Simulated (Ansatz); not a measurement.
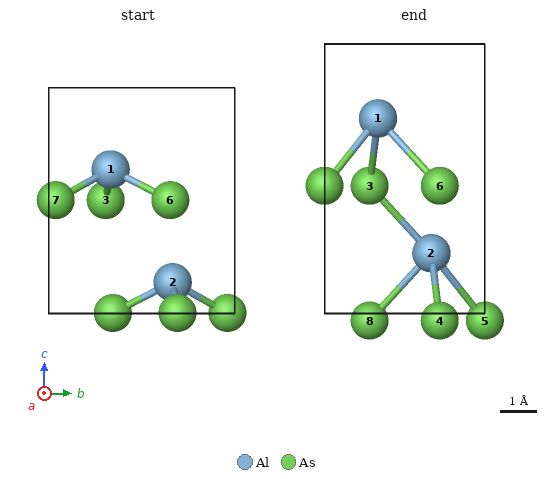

The structure of solid AlAs3 (a generated structure, set up in P6_3) (coarse preliminary run) before (left) and after (right) a relaxation, at one scale.

The picture is a ball-and-stick view of the cell of the calculation, seen along the a axis.

Level of theory: Ansatz, DFT PBE, scalar-relativistic, plane waves, PAW. Set-up: plane-wave cutoff 420 eV; k-point mesh 3 × 3 × 4; occupations gaussian; smearing width 0.1 eV; no spin polarisation; cell and atoms relaxed; force threshold 0.04 eV/Å; at most 70 steps.

### What changed between the two?

After 10 accepted moves (13 points after the start) the energy has fallen by 1472 meV per atom. Largest force component: 9.1 eV/Å at the start, 0.0068 eV/Å at the end. Pressure: 16.56 GPa at the start and 0.13 GPa at the end. The line search rejected the trial step at point 8 of the run. At 2 points the geometry stayed and the basis and grid were re-selected for the new cell (energy shift of 3.9 meV per atom at most each time). The largest moves relative to the cell, 0.64 Å, are those of Al1 and Al2. Al1 goes along +c. Largest moves by element: Al 0.64 Å, As 0.36 Å. The drawn cell changes as follows: a = b 5.987 → 5.156 Å (−13.9 %), c 6.287 → 7.510 Å (+19.5 %); the volume changes by −11.4 %. Near-neighbour distances that change, for instance: As3–As6 3.401 → 2.512 Å, Al1–As3 2.037 → 2.648 Å, As3–As6 (another image) 3.795 → 3.234 Å, Al1–As4 3.168 → 2.648 Å. Bond angles that change, for instance: As3–Al1–As6 103.6° → 75.3°. The space group (tolerance 0.01 Å) goes from P6_3 (No. 173) to P6_322 (No. 182).
